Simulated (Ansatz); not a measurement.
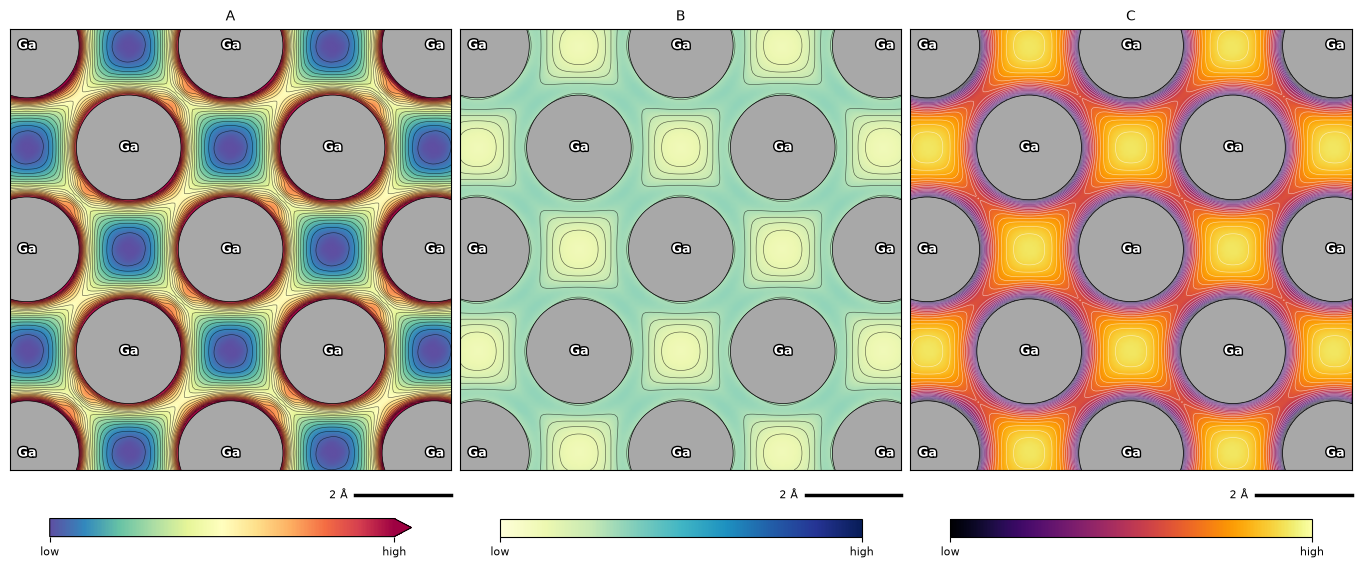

Ga: 3 fields on the (010) plane of the conventional cell, with unlabelled colour scales. Grey discs cover the atomic cores.

Space group Fm-3m; set up as Ga, fcc; a generated structure, not necessarily the stable one; changed on purpose from its base cell (volume × 1.08); computed pressure about −4 GPa in this cell; computed without spin polarisation.

Computed with Ansatz, DFT, PBEsol, plane waves (420 eV) with PAW, scalar-relativistic.

The panels show electron localisation function, electrostatic potential energy of an electron and valence pseudo-density in some order. Assign them.

Answer. Panel A: valence pseudo-density. Panel B: electron localisation function. Panel C: electrostatic potential energy of an electron (low next to the atoms, rising into the space between them). From the grid: Ga–Ga (3.01 Å): ρ is about 0.15 e/Å³ halfway; the ELF is about 0.35 at the midpoint: no shared electron pair shows on this line.
